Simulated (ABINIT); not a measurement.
# Dielectric calculation of MgO (part 2 of 2)

Continued. System: MgO (Fm-3m, 2 atoms in the cell). Method: Kohn-Sham DFT of a periodic cell, PBE, PseudoDojo NC SR PBE v0.4.1 standard, no spin polarisation (ABINIT 10.8.3); cutoff 1088.46 eV, 6×6×6 k-mesh, fixed occupations. The structure derives from a Materials Project entry.

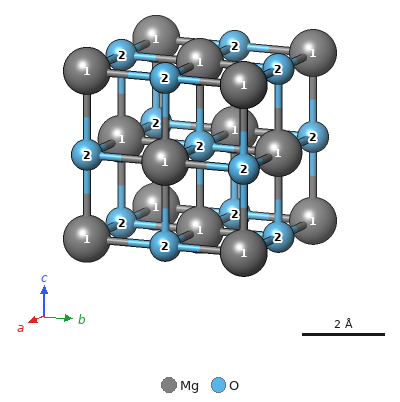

**Figure 1.** The structure (ball-and-stick view of the cell 4 times as large as that of the calculation, set on its symmetry axes, seen slightly off an axis; atoms are numbered from 1 in the order of the input). An atom can appear more than once, as a periodic image.

## The program's output, continued
```
--------------------------------------------------------------------------------

 ==>  initialize data related to q vector <==

 The list of irreducible perturbations for this q vector is:
    1)    idir= 1    ipert=   3
    2)    idir= 2    ipert=   3
    3)    idir= 3    ipert=   3

================================================================================

--------------------------------------------------------------------------------
 Perturbation wavevector (in red.coord.)   0.000000  0.000000  0.000000
 Perturbation : derivative vs k along direction   1
 The set of symmetries contains only one element for this perturbation.
 symkpt : not enough symmetry to change the number of k points.

--------------------------------------------------------------------------------

--------------------------------------------------------------------------------

 Initialisation of the first-order wave-functions :
  ireadwf=   0

--- !BeginCycle
iteration_state: {dtset: 2, }
solver: {iscf: -3, nstep: 80, nline: 4, wfoptalg: 0, }
tolerances: {tolwfr: 1.00E-18, }
...

     iter   2DEtotal(Ha)        deltaE(Ha) residm    vres2
-ETOT  1  -34.681592380856     -3.468E+01 3.006E-01 0.000E+00
 ETOT  2  -34.712254683385     -3.066E-02 1.402E-03 0.000E+00
 ETOT  3  -34.712409807694     -1.551E-04 5.276E-05 0.000E+00
 ETOT  4  -34.712411362218     -1.555E-06 4.561E-07 0.000E+00
 ETOT  5  -34.712411382000     -1.978E-08 1.479E-08 0.000E+00
 ETOT  6  -34.712411382289     -2.890E-10 2.076E-10 0.000E+00
 ETOT  7  -34.712411382294     -4.668E-12 5.454E-12 0.000E+00
 ETOT  8  -34.712411382294     -4.263E-14 9.822E-14 0.000E+00
 ETOT  9  -34.712411382294      7.105E-15 2.330E-15 0.000E+00
 ETOT 10  -34.712411382294      0.000E+00 4.743E-17 0.000E+00
 ETOT 11  -34.712411382294      0.000E+00 1.159E-18 0.000E+00
 ETOT 12  -34.712411382294     -7.105E-15 9.950E-19 0.000E+00

 At SCF step   12   max residual=  9.95E-19 < tolwfr=  1.00E-18 =>converged.
================================================================================

 ----iterations are completed or convergence reached----

 Mean square residual over all n,k,spin=   42.516E-20; max=  99.505E-20
 dfpt_looppert : ek2=    6.0335901567E+01
          f-sum rule ratio=    9.9999342879E-01
 Expectation of eigenvalue derivatives (hartree) for nkpt= 432  k points:
  (in case of degenerate eigenvalues, averaged derivative)
 kpt#   1, nband=  8, wtk=  0.00231, kpt= -0.0833 -0.1667  0.0000 (reduced coord)
  -0.00018   -0.00089    0.00119    0.00168   -0.02029    0.00165    0.04998    0.07167
 prteigrs : prtvol=0 or 1, do not print more k-points.

 2DEtotal=   -0.3471241138E+02 Ha. Also 2DEtotal=   -0.944572833653E+03 eV
    (  non-var. 2DEtotal :   -3.4712411381E+01 Ha)

--------------------------------------------------------------------------------
 Perturbation wavevector (in red.coord.)   0.000000  0.000000  0.000000
 Perturbation : derivative vs k along direction   2
 The set of symmetries contains only one element for this perturbation.
 symkpt : not enough symmetry to change the number of k points.

--------------------------------------------------------------------------------

--------------------------------------------------------------------------------

 Initialisation of the first-order wave-functions :
  ireadwf=   0

--- !BeginCycle
iteration_state: {dtset: 2, }
solver: {iscf: -3, nstep: 80, nline: 4, wfoptalg: 0, }
tolerances: {tolwfr: 1.00E-18, }
...

     iter   2DEtotal(Ha)        deltaE(Ha) residm    vres2
-ETOT  1  -34.681592380490     -3.468E+01 3.006E-01 0.000E+00
 ETOT  2  -34.712254682981     -3.066E-02 1.402E-03 0.000E+00
 ETOT  3  -34.712409807289     -1.551E-04 5.276E-05 0.000E+00
 ETOT  4  -34.712411361813     -1.555E-06 4.561E-07 0.000E+00
 ETOT  5  -34.712411381595     -1.978E-08 1.479E-08 0.000E+00
 ETOT  6  -34.712411381884     -2.891E-10 2.076E-10 0.000E+00
 ETOT  7  -34.712411381889     -4.604E-12 5.454E-12 0.000E+00
 ETOT  8  -34.712411381889     -9.237E-14 9.822E-14 0.000E+00
 ETOT  9  -34.712411381889      7.105E-15 2.330E-15 0.000E+00
 ETOT 10  -34.712411381889      1.421E-14 4.743E-17 0.000E+00
 ETOT 11  -34.712411381889     -1.421E-14 1.159E-18 0.000E+00
 ETOT 12  -34.712411381889      0.000E+00 1.000E-18 0.000E+00

 At SCF step   12   max residual=  1.00E-18 < tolwfr=  1.00E-18 =>converged.
================================================================================

 ----iterations are completed or convergence reached----

 Mean square residual over all n,k,spin=   42.584E-20; max=  10.000E-19
 dfpt_looppert : ek2=    6.0335901567E+01
          f-sum rule ratio=    9.9999342878E-01
 Expectation of eigenvalue derivatives (hartree) for nkpt= 432  k points:
  (in case of degenerate eigenvalues, averaged derivative)
 kpt#   1, nband=  8, wtk=  0.00231, kpt= -0.0833 -0.1667  0.0000 (reduced coord)
  -0.00079    0.00759    0.00114    0.00052   -0.10383    0.43196    0.07076    0.05925
 prteigrs : prtvol=0 or 1, do not print more k-points.

 2DEtotal=   -0.3471241138E+02 Ha. Also 2DEtotal=   -0.944572833642E+03 eV
    (  non-var. 2DEtotal :   -3.4712411380E+01 Ha)

--------------------------------------------------------------------------------
 Perturbation wavevector (in red.coord.)   0.000000  0.000000  0.000000
 Perturbation : derivative vs k along direction   3
 The set of symmetries contains only one element for this perturbation.
 symkpt : not enough symmetry to change the number of k points.

--------------------------------------------------------------------------------

--------------------------------------------------------------------------------

 Initialisation of the first-order wave-functions :
  ireadwf=   0

--- !BeginCycle
iteration_state: {dtset: 2, }
solver: {iscf: -3, nstep: 80, nline: 4, wfoptalg: 0, }
tolerances: {tolwfr: 1.00E-18, }
...

     iter   2DEtotal(Ha)        deltaE(Ha) residm    vres2
-ETOT  1  -34.681592380084     -3.468E+01 3.006E-01 0.000E+00
 ETOT  2  -34.712254682576     -3.066E-02 1.402E-03 0.000E+00
 ETOT  3  -34.712409806884     -1.551E-04 5.276E-05 0.000E+00
 ETOT  4  -34.712411361408     -1.555E-06 4.561E-07 0.000E+00
 ETOT  5  -34.712411381190     -1.978E-08 1.479E-08 0.000E+00
 ETOT  6  -34.712411381479     -2.890E-10 2.076E-10 0.000E+00
 ETOT  7  -34.712411381484     -4.619E-12 5.454E-12 0.000E+00
 ETOT  8  -34.712411381484     -6.395E-14 9.822E-14 0.000E+00
 ETOT  9  -34.712411381484     -1.421E-14 2.330E-15 0.000E+00
 ETOT 10  -34.712411381484     -7.105E-15 4.743E-17 0.000E+00
 ETOT 11  -34.712411381484      0.000E+00 1.159E-18 0.000E+00
 ETOT 12  -34.712411381484      7.105E-15 9.950E-19 0.000E+00

 At SCF step   12   max residual=  9.95E-19 < tolwfr=  1.00E-18 =>converged.
================================================================================

 ----iterations are completed or convergence reached----

 Mean square residual over all n,k,spin=   42.586E-20; max=  99.505E-20
 dfpt_looppert : ek2=    6.0335901567E+01
          f-sum rule ratio=    9.9999342876E-01
 Expectation of eigenvalue derivatives (hartree) for nkpt= 432  k points:
  (in case of degenerate eigenvalues, averaged derivative)
 kpt#   1, nband=  8, wtk=  0.00231, kpt= -0.0833 -0.1667  0.0000 (reduced coord)
   0.00048   -0.00335   -0.00117   -0.00110    0.06206   -0.21680   -0.06037   -0.06546
 prteigrs : prtvol=0 or 1, do not print more k-points.

 2DEtotal=   -0.3471241138E+02 Ha. Also 2DEtotal=   -0.944572833631E+03 eV
    (  non-var. 2DEtotal :   -3.4712411380E+01 Ha)
================================================================================

 ---- first-order wavefunction calculations are completed ----

 Total localisation tensor (bohr^2) in cartesian coordinates
  WARNING : still subject to testing - especially symmetries.
      direction              matrix element
   alpha     beta       real part   imaginary part
     1        1       0.6089654751    0.0000000000
     1        2       0.3044827376    0.0000000000
     1        3       0.3044827376   -0.0000000000
     2        1       0.3044827376    0.0000000000
     2        2       0.6089654752    0.0000000000
     2        3       0.3044827376    0.0000000000
     3        1       0.3044827376   -0.0000000000
     3        2       0.3044827376    0.0000000000
     3        3       0.6089654752    0.0000000000

 respfn : d/dk was computed, but no 2DTE, so no DDB output.

================================================================================
== DATASET  3 ==================================================================

--- !DatasetInfo
iteration_state: {dtset: 3, }
dimensions: {natom: 2, nkpt: 432, mband: 8, nsppol: 1, nspinor: 1, nspden: 1, mpw: 1515, }
cutoff_energies: {ecut:  40.0, pawecutdg:  -1.0, }
electrons: {nelect:   1.60000000E+01, charge:   0.00000000E+00, occopt:   1.00000000E+00, tsmear:   1.00000000E-02, }
meta: {optdriver: 1, rfelfd: 3, }
...

 mkfilename : getwfk/=0, take file _WFK from output of DATASET   1.

 mkfilename : getddk/=0, take file _1WF from output of DATASET   2.

 Exchange-correlation functional for the present dataset will be:
  GGA: Perdew-Burke-Ernzerhof functional - ixc=11
  J.P.Perdew, K.Burke, M.Ernzerhof, PRL 77, 3865 (1996)

 Real(R)+Recip(G) space primitive vectors, cartesian coordinates (Bohr,Bohr^-1):
 R(1)=  0.0000000  3.9627583  3.9627583  G(1)= -0.1261747  0.1261747  0.1261747
 R(2)=  3.9627583  0.0000000  3.9627583  G(2)=  0.1261747 -0.1261747  0.1261747
 R(3)=  3.9627583  3.9627583  0.0000000  G(3)=  0.1261747  0.1261747 -0.1261747
 Unit cell volume ucvol=  1.2445798E+02 bohr^3
 Angles (23,13,12)=  6.00000000E+01  6.00000000E+01  6.00000000E+01 degrees
 setup1 : take into account q-point for computing boxcut.

 getcut: wavevector=  0.0000  0.0000  0.0000  ngfft=  32  32  32
         ecut(hartree)=     40.000   => boxcut(ratio)=   2.00559
--------------------------------------------------------------------------------

 ==>  initialize data related to q vector <==

 The list of irreducible perturbations for this q vector is:
    1)    idir= 1    ipert=   4

================================================================================

 The perturbation idir=   2  ipert=   4 is
 symmetric of a previously calculated perturbation.
 So, its SCF calculation is not needed.

 The perturbation idir=   3  ipert=   4 is
 symmetric of a previously calculated perturbation.
 So, its SCF calculation is not needed.

--------------------------------------------------------------------------------
 Perturbation wavevector (in red.coord.)   0.000000  0.000000  0.000000
 Perturbation : homogeneous electric field along direction   1
 The set of symmetries contains only one element for this perturbation.
 symkpt : not enough symmetry to change the number of k points.

--------------------------------------------------------------------------------

--------------------------------------------------------------------------------

 Initialisation of the first-order wave-functions :
  ireadwf=   0

--- !BeginCycle
iteration_state: {dtset: 3, }
solver: {iscf: 7, nstep: 80, nline: 4, wfoptalg: 0, }
tolerances: {tolvrs: 1.00E-09, }
...

     iter   2DEtotal(Ha)        deltaE(Ha) residm    vres2
-ETOT  1  -40.211720437780     -4.021E+01 1.594E+00 2.672E+03
 ETOT  2  -40.667085685417     -4.554E-01 7.799E-03 4.063E+01
 ETOT  3  -40.679460783053     -1.238E-02 3.421E-04 1.539E+00
 ETOT  4  -40.680271888442     -8.111E-04 1.952E-05 6.366E-02
 ETOT  5  -40.680289474400     -1.759E-05 1.500E-07 1.976E-04
 ETOT  6  -40.680289531593     -5.719E-08 7.074E-09 5.510E-07
 ETOT  7  -40.680289531757     -1.645E-10 3.707E-12 5.472E-09
 ETOT  8  -40.680289531758     -1.030E-12 1.212E-13 9.728E-11

 At SCF step    8       vres2   =  9.73E-11 < tolvrs=  1.00E-09 =>converged.
-open ddk wf file :runo_DS2_1WF7
-open ddk wf file :runo_DS2_1WF8
-open ddk wf file :runo_DS2_1WF9
================================================================================

 ----iterations are completed or convergence reached----

 Mean square residual over all n,k,spin=   11.494E-16; max=  12.122E-14

 2DEtotal=   -0.4068028953E+02 Ha. Also 2DEtotal=   -0.110696707105E+04 eV
    (  non-var. 2DEtotal :   -4.0680289766E+01 Ha)
================================================================================

 ---- first-order wavefunction calculations are completed ----

 ==> Compute Derivative Database <==
 The violation of the charge neutrality conditions
 by the effective charges is as follows :
    atom        electric field
 displacement     direction
       1               1        0.000568        0.000000
       1               2        0.000000        0.000000
       1               3        0.000000        0.000000
       2               1        0.000000        0.000000
       2               2        0.000568        0.000000
       2               3       -0.000000        0.000000
       3               1       -0.000000        0.000000
       3               2       -0.000000        0.000000
       3               3        0.000568        0.000000

 Effective charge tensors after
 imposition of the charge neutrality (if requested by user),
 and eventual restriction to some part :
   atom    displacement
         1         1    1.983948E+00   -3.427306E-15   -3.205657E-15
         1         2   -9.663721E-17    1.983948E+00    3.200692E-15
         1         3    9.663721E-17    3.427306E-15    1.983948E+00
         2         1   -1.983948E+00    3.427306E-15    3.205657E-15
         2         2    9.663721E-17   -1.983948E+00   -3.200692E-15
         2         3   -9.663721E-17   -3.427306E-15   -1.983948E+00
 Now, the imaginary part of the dynamical matrix is zeroed

  Dielectric tensor, in cartesian coordinates,
     j1       j2             matrix element
  dir pert dir pert     real part    imaginary part

   1    4   1    4         3.1784385816        -0.0000000000

   2    4   2    4         3.1784385816        -0.0000000000

   3    4   3    4         3.1784385816        -0.0000000000

  Effective charges, in cartesian coordinates,
  (from electric field response)
   if specified in the inputs, charge neutrality has been imposed
     j1       j2             matrix element
  dir pert dir pert     real part    imaginary part

   1    1   1    4         1.9839481163         0.0000000000
   1    2   1    4        -1.9839481163         0.0000000000

   2    1   2    4         1.9839481163         0.0000000000
   2    2   2    4        -1.9839481163         0.0000000000

   3    1   3    4         1.9839481163         0.0000000000
   3    2   3    4        -1.9839481163         0.0000000000

== END DATASET(S) ==============================================================
================================================================================

 -outvars: echo values of variables after computation  --------
            acell      1.0000000000E+00  1.0000000000E+00  1.0000000000E+00 Bohr
           etotal1    -7.6050700722E+01
           etotal2    -3.4712411381E+01
           etotal3    -4.0680289532E+01
            fcart1    -0.0000000000E+00 -0.0000000000E+00 -0.0000000000E+00
                      -0.0000000000E+00 -0.0000000000E+00 -0.0000000000E+00
            fcart3     0.0000000000E+00  0.0000000000E+00  0.0000000000E+00
                       0.0000000000E+00  0.0000000000E+00  0.0000000000E+00
            rprim      0.0000000000E+00  3.9627583152E+00  3.9627583152E+00
                       3.9627583152E+00  0.0000000000E+00  3.9627583152E+00
                       3.9627583152E+00  3.9627583152E+00  0.0000000000E+00
           strten1    -2.1920259931E-04 -2.1920259931E-04 -2.1920259931E-04
                       0.0000000000E+00  0.0000000000E+00  0.0000000000E+00
           strten3     0.0000000000E+00  0.0000000000E+00  0.0000000000E+00
                       0.0000000000E+00  0.0000000000E+00  0.0000000000E+00
           xangst      0.0000000000E+00  0.0000000000E+00  0.0000000000E+00
                       2.0970013913E+00  2.0970013913E+00  2.0970013913E+00
             xred      0.0000000000E+00  0.0000000000E+00  0.0000000000E+00
                       5.0000000000E-01  5.0000000000E-01  5.0000000000E-01
 Calculation completed.
```

This output came from the following input.

## Input file
```
# Datasets
ndtset 3

# Pseudopotentials
pp_dirpath "./"
pseudos "Mg.upf, O.upf"

# Structure
acell 3*1.0
rprim
     0.0000000000     3.9627583152     3.9627583152
     3.9627583152     0.0000000000     3.9627583152
     3.9627583152     3.9627583152     0.0000000000
ntypat 2
znucl 12 8
natom 2
typat 1 2
xred
            0.0            0.0            0.0
            1/2            1/2            1/2

# Plane-wave basis
ecut 40.0

# k points
ngkpt 6 6 6
nshiftk 4
shiftk
     0.5000000000     0.5000000000     0.5000000000
     0.5000000000     0.0000000000     0.0000000000
     0.0000000000     0.5000000000     0.0000000000
     0.0000000000     0.0000000000     0.5000000000

# Exchange and correlation
ixc 11

# Bands and occupations
nband 8
occopt 1

# SCF cycle
nstep 80
diemac 6.0

# Output
prteig 0
prtebands 0
prtwf 0
prtden 0
prtpot 0

# Dataset 1: ground state
kptopt1 1
tolvrs1 1.0e-15
prtwf1 1

# Dataset 2: derivatives of the wave functions by k
iscf2 -3
rfelfd2 2
rfdir2 1 1 1
getwfk2 1
kptopt2 2
nqpt2 1
qpt2 0.0 0.0 0.0
tolwfr2 1.0e-18
prtwf2 1

# Dataset 3: response at q = 0 to electric field
rfelfd3 3
rfdir3 1 1 1
getwfk3 1
getddk3 2
kptopt3 2
nqpt3 1
qpt3 0.0 0.0 0.0
tolvrs3 1.0e-9
```

## File mrgddb.in
```
merged_DDB
MgO
2
runo_DS1_DDB
runo_DS3_DDB
```

## File anaddb.abi
```
ddb_filepath "merged_DDB"
output_file "anaddb.abo"
outdata_prefix "ana"
asr 2
chneut 1
dipdip 1
dieflag 2
enunit 0
```

Launched with:
```bash
mpirun --bind-to none -np 4 abinit run.abi > log 2>&1
mrgddb < mrgddb.in > mrgddb.log 2>&1
anaddb anaddb.abi > anaddb.log 2>&1
```

## Key numbers

```json
{"quantity": "outcome", "value": "converged"}
{"quantity": "space group (tolerance 0.01 Å)", "value": "Fm-3m (225)"}
{"quantity": "electrons treated", "value": "16"}
{"quantity": "free energy", "value": "−2069.4450 eV"}
{"quantity": "Fermi energy", "value": "4.794 eV"}
{"quantity": "pressure", "value": "6.45 GPa"}
{"quantity": "largest force (length of the vector)", "value": "under 0.001 eV/Å"}
{"quantity": "ε∞ (xx, yy, zz)", "value": "3.18, 3.18, 3.18"}
{"quantity": "Born charges (mean of the diagonal)", "value": "Mg1 (1.98 e); O2 (−1.98 e)"}
{"quantity": "hardware", "value": "4 threads of Arm Neoverse V1, 24 GiB of memory available, shared host"}
{"quantity": "wall time", "value": "1.9 min (CPU time 7.5 min)"}
{"quantity": "peak memory", "value": "0.56 GiB"}
```

## Remarks

The cell is under a pressure of 6.4 GPa at this level, so it is not at its equilibrium volume.
